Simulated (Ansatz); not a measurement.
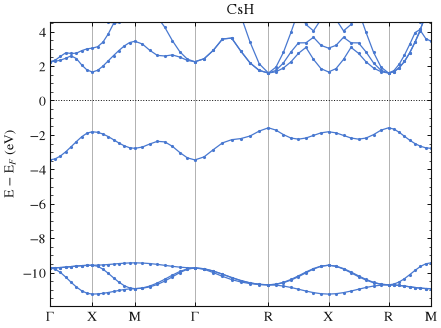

Band structure. Energies are counted from the Fermi level. The path runs straight from each named point to the next.

This input was run:

```
crystal:
  lattice:
    - [3.81840854, 0.0, 0.0]
    - [0.0, 3.81840854, 0.0]
    - [0.0, 0.0, 3.81840854]
  atoms:
    - { symbol: Cs, position: [0.0, 0.0, 0.0] }
    - { symbol: H, position: [0.5, 0.5, 0.5] }
kpoints:
  mp_grid: { grid: [8, 8, 8] }
  band_path:
    path:
      - [0.0, 0.0, 0.0]
      - [0.0, 0.5, 0.0]
      - [0.5, 0.5, 0.0]
      - [0.0, 0.0, 0.0]
      - [0.5, 0.5, 0.5]
      - [0.0, 0.5, 0.0]
      - [0.5, 0.5, 0.5]
      - [0.5, 0.5, 0.0]
    npoints: 8
scf:
  occupations: { method: fermi_dirac, width: 0.01 }
hamiltonian:
  xc: r2scan
  pseudopotentials: { kind: paw }
output:
  forces: true
  stress: true
  eigenvalues: true
  efg: { contact_densities: true }
  populations: true
  bader: true
  dos: { projected: true, de: 0.2, e_range: [-14, 8] }
  write_density: true
  write_potential: true
  elf: true
  volumetric_format: npy
```

Run as:
```bash
ansatz run input.yaml --threads 1 --pin off --max-ram 2048MiB --backend cpu --events-out ev --progress --plain --runs-dir out
```

Q: Metal, semiconductor or insulator, and what is the gap?

A: A wide-gap semiconductor or insulator. The gap along this path is 3.18 eV and direct: both edges lie at R.

Q: What are the direct gaps at X, Γ and M?

A: The direct gaps are 3.48 eV at X, 5.71 eV at Γ and 6.22 eV at M.
